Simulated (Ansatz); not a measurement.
SnO₂

```cif
data_structure
_symmetry_space_group_name_H-M 'P 1'
_symmetry_Int_Tables_number 1
_cell_length_a 6.6790
_cell_length_b 6.6790
_cell_length_c 3.1900
_cell_angle_alpha 90.000
_cell_angle_beta 90.000
_cell_angle_gamma 90.036
_cell_volume 142.30
loop_
_atom_site_label
_atom_site_type_symbol
_atom_site_fract_x
_atom_site_fract_y
_atom_site_fract_z
_atom_site_occupancy
Sn1 Sn 0.50000 0.00000 0.50000 1
Sn2 Sn 0.00000 0.50000 0.50000 1
Sn3 Sn 0.00000 0.00000 0.00000 1
Sn4 Sn 0.50000 0.50000 0.00000 1
O1 O 0.99950 0.30607 0.00000 1
O2 O 0.49950 0.80607 0.00000 1
O3 O 0.30607 0.49950 0.52351 1
O4 O 0.80607 0.99950 0.52351 1
O5 O 0.19393 0.00050 0.47649 1
O6 O 0.69393 0.50050 0.47649 1
O7 O 0.50050 0.19393 0.00000 1
O8 O 0.00050 0.69393 0.00000 1
```

Space group C2/m; a structure from a database of computed crystals, not necessarily the ambient phase; not relaxed (largest force 1.0 eV/Å).

The calculation used DFT LDA, scalar-relativistic, plane waves, PAW (Ansatz).

### What will maps of the valence pseudo-density and electron localisation function show?

Sn–O (2.04 Å): ρ at the midpoint is about 0.69 e/Å³; the ELF peaks at about 0.80 in the valence shell of O, 0.6 Å from its nucleus, and is about 0.25 at the midpoint: no shared electron pair shows on this line.

### Metal or insulator at this level of theory?

It is gapped, with a Kohn–Sham gap of 1.2 eV on the k-point mesh (the band edges may lie off the mesh, which would make the gap smaller).

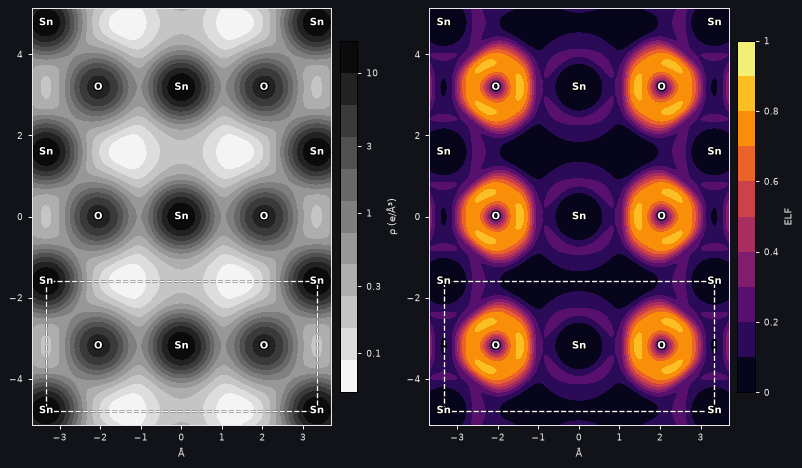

Computed valence pseudo-density and electron localisation function on the (100) plane of the conventional cell, in this order. 

Core electrons are frozen (PAW), and the valence fields are smoothed inside the atomic spheres.
